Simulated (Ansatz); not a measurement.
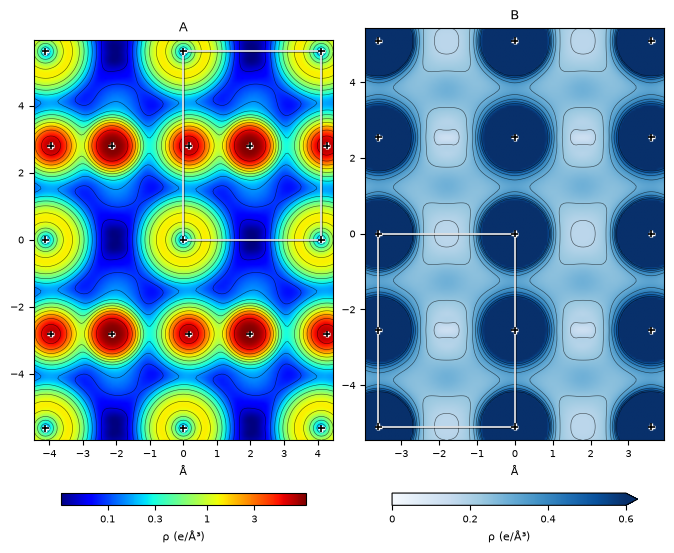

The valence electron density of 2 systems, each on a plane through atoms (crosses mark nuclei in the plane).

All numbers below come from DFT r2SCAN, scalar-relativistic, plane waves, PAW in Ansatz.

System 1: BaTiO$_{3}$, the (110) plane of the conventional cell. Space group P4mm; computed without spin polarisation.

```yaml
crystal:
  lattice:
    - [3.97224, 0.00000, 0.00000]
    - [0.00000, 3.97224, 0.00000]
    - [0.00000, 0.00000, 4.11276]
  atoms:
    - { symbol: Ba, position: [0.00000, 0.00000, 0.99559] }
    - { symbol: Ti, position: [0.50000, 0.50000, 0.47749] }
    - { symbol: O, position: [0.50000, 0.50000, 0.03460] }
    - { symbol: O, position: [0.50000, 0.00000, 0.51766] }
    - { symbol: O, position: [0.00000, 0.50000, 0.51766] }
```

System 2: Ni$_{3}$Ge, the (101) plane of the conventional cell. Space group Pm-3m; a structure from a database of computed crystals, not necessarily the ambient phase; changed on purpose from its base cell (volume × 1.06); computed pressure about −11 GPa in this cell; computed without spin polarisation.

```
Ni Ge
1.0
     3.60190    0.00000    0.00000
     0.00000    3.60190    0.00000
     0.00000    0.00000    3.60190
Ni Ge
3 1
Cartesian
  1.8010 0.0000 1.8010
  0.0000 1.8010 1.8010
  1.8010 1.8010 0.0000
  0.0000 0.0000 0.0000
```

### Which map belongs to which system?

Panel A is system 1, BaTiO$_{3}$: the plane holds Ba, Ti and O. Ti–O (1.82 Å): ρ at the midpoint is about 1 e/Å³. Panel B is system 2, Ni$_{3}$Ge: the plane holds Ni and Ge. Ni–Ge (2.55 Å): ρ at the midpoint is about 0.33 e/Å³.
